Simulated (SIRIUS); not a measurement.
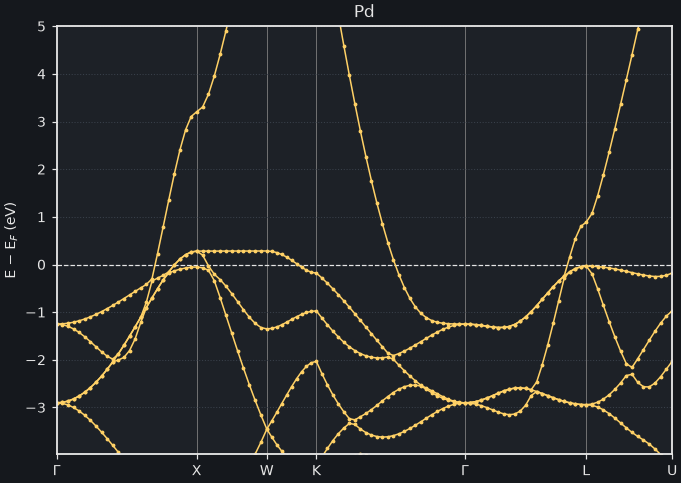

Band structure of fcc Pd, space group Fm-3m, 1 atom in the primitive cell (cubic a = 3.893 Å). Method: LDA, PseudoDojo 0.4.1 PBE standard (scalar relativistic), no spin polarisation, no spin-orbit coupling, 10×10×10 k mesh, 1127 eV cutoff, Fermi-Dirac smearing of 0.05 eV (SIRIUS). Energies are counted from the Fermi level. The path runs straight from each named point to the next.

A metal: 3 bands cross the Fermi level along this path. At W the nearest levels lie 1.35 eV below and 0.28 eV above the Fermi level.

The potentials were made for another functional. The k mesh is thin for a metal, so its Fermi level is uncertain. The cell is at −8 GPa in this functional.
